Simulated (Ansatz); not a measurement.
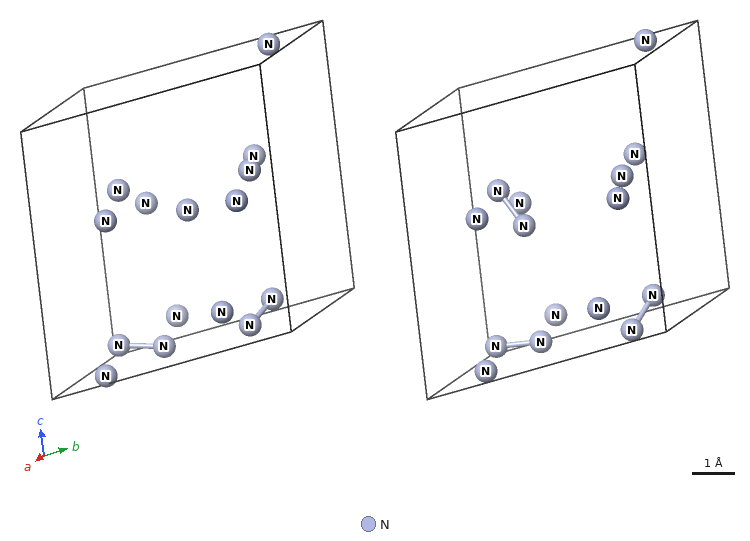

Two geometries of a defect cell of composition N (started half-way along a vacancy jump, in the symmetry of that start), drawn at one scale. One is the start of a relaxation, the other its converged end. Style: ball-and-stick. Shown: the cell of the calculation, reduced to other axes (origin shifted), slightly off an axis. Lengths and directions refer to the drawn axes.

Method: DFT PBE+D3(BJ), scalar-relativistic, plane waves, PAW in Ansatz. (plane-wave cutoff 420 eV; k-point mesh 4 × 4 × 4; occupations gaussian; smearing width 0.05 eV; no spin polarisation; atoms relaxed in a fixed cell; force threshold 0.02 eV/Å; at most 60 steps)

**Which of the two is the end point?**

The right one is the relaxed one. The energy falls by 10.617 eV per cell of the calculation in 22 accepted moves (31 points after the start). The largest force component goes from 6.6 to 0.0013 eV/Å. The line search rejected the trial steps at points 8, 11, 17, 22, 27 of the run. 4 steps only repeated the SCF at the same geometry. The forces were under the threshold at step 15, but the run went on from there. An N atom moves most: 1.16 Å roughly along [1 −3 0]. The lattice vectors keep their values. Near-neighbour distances that change, for instance: N–N 2.016 → 1.102 Å. New bonds form: N–N (2.02 → 1.10 Å).

Limits of the set-up: the cell has an odd number of electrons but was run without spin polarisation; the periodic images lie only 8.1 Å apart, so the values are limited by the cell's size.
